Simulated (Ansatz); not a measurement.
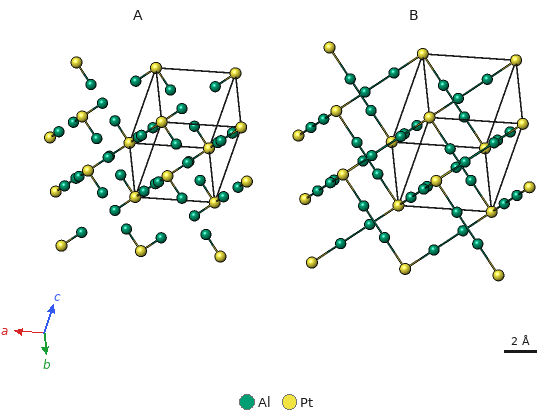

Two geometries of solid Al$_{6}$Pt (a generated structure, set up in Im-3m) (coarse preliminary run), drawn at one scale. One is the start of a relaxation, the other its converged end. A ball-and-stick model of the cell of the calculation, repeated 2 × 2 × 1 with one cell outlined, seen from a free direction.

Computed with DFT PBE, scalar-relativistic, plane waves, PAW in Ansatz 0.2.0. (plane-wave cutoff 420 eV; k-point mesh 4 × 4 × 4; occupations gaussian; smearing width 0.1 eV; no spin polarisation; cell and atoms relaxed; force threshold 0.04 eV/Å; at most 70 steps)

> Which of the two is the end point?

Structure B is the relaxed one. After 7 accepted moves (9 points after the start) the energy has fallen by 7930 meV per atom. Largest force component: 42 eV/Å at the start, 0.021 eV/Å at the end. The pressure goes from 185.39 to 0.10 GPa. The SCF was repeated twice at an unchanged geometry on a basis and grid sized afresh for the cell, which shifted the energy by 34.0 meV per atom at most. The largest moves relative to the cell, 0.41 Å, are those of Al atoms. Pt stays in place. Cell: a = b = c 5.259 → 6.169 Å (+17.3 %). Volume +61.5 %. Some distances before and after: Al–Al 2.356 → 3.348 Å, Al–Pt 1.666 → 2.368 Å, Al–Al 2.740 → 2.389 Å. The space group stays Im-3m (No. 229). The run took 32 s on 1 thread of Arm Neoverse N1 (shared host), peak memory 0.41 GiB.
